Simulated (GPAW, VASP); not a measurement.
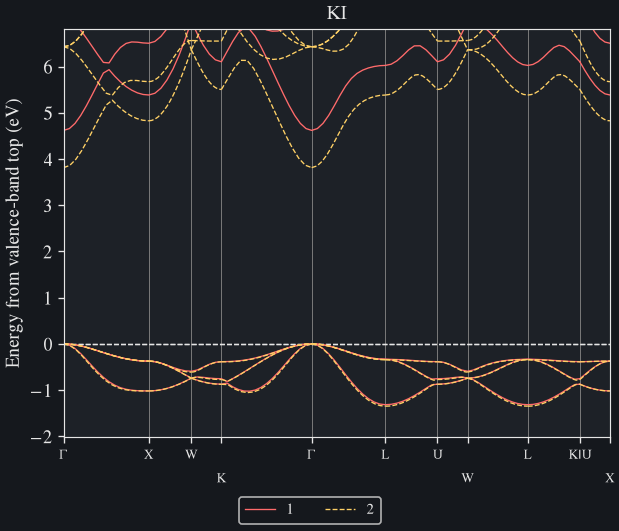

Band structures of rocksalt KI, space group Fm-3m, 2 atoms in the primitive cell (cubic a = 7.066 Å), by two methods on the same cell. Each is counted from its own valence-band top.

Q: Which curve is which? The methods: PBEsol (VASP), r2SCAN (GPAW).

A: 1 is r2SCAN (GPAW); 2 is PBEsol (VASP). r2SCAN (GPAW) gives a gap of 4.62 eV along the path and PBEsol (VASP) gives a gap of 3.81 eV along the path.

Settings. r2SCAN (GPAW): GPAW PAW data sets (gpaw-data 1.2.1), no spin polarisation, no spin-orbit coupling, 7×7×7 k mesh, 600 eV cutoff, Fermi-Dirac smearing of 0.05 eV (GPAW 26.7.0). PBEsol (VASP): VASP PAW PBE potentials, release 64 (I, K_sv), no spin polarisation, no spin-orbit coupling, 8×8×8 k mesh, 520 eV cutoff, Gaussian smearing of 0.02 eV (VASP).

The two runs differ in program as well. The PAW data sets were made with another functional. Spin-orbit coupling is left out, which matters for I. LDA, GGA and most meta-GGA functionals understate gaps.
